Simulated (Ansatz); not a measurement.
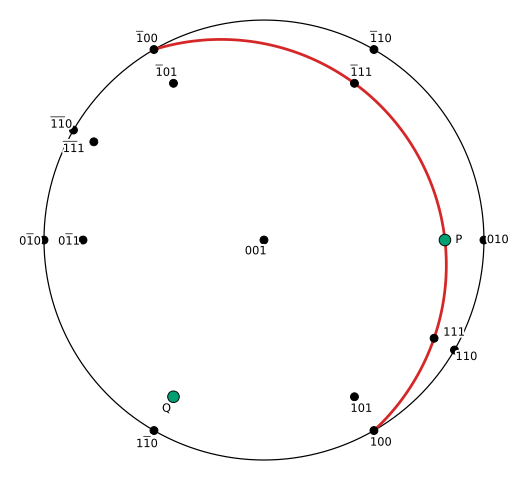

Crystal: C, the end point of a relaxation with DFT PBEsol, scalar-relativistic, plane waves, PAW in Ansatz 0.2.0. Stereographic projection of plane normals (upper hemisphere) centred on (0 0 1). All values are computed from the atomic coordinates in the standard setting (tolerance 0.002 Å).

a = 2.459 Å, b = 2.459 Å, c = 10.842 Å, α = 90.00°, β = 90.00°, γ = 120.00°.

Index the poles marked P, Q.

Answer. P is (0 1 1), in four indices (0 1 −1 1), 78.9° from the centre; Q is (1 −1 1), in four indices (1 −1 0 1), 78.9° from the centre.

Which zone does the coloured great circle trace?

Answer. The zone [0 1 −1]: its poles satisfy k − l = 0.

What is the angle between the normals of (−1 0 0) and (1 0 1), and what are their d_hkl = 1/|g|?

Answer. 168.9°; d = 2.129 Å and 2.090 Å.
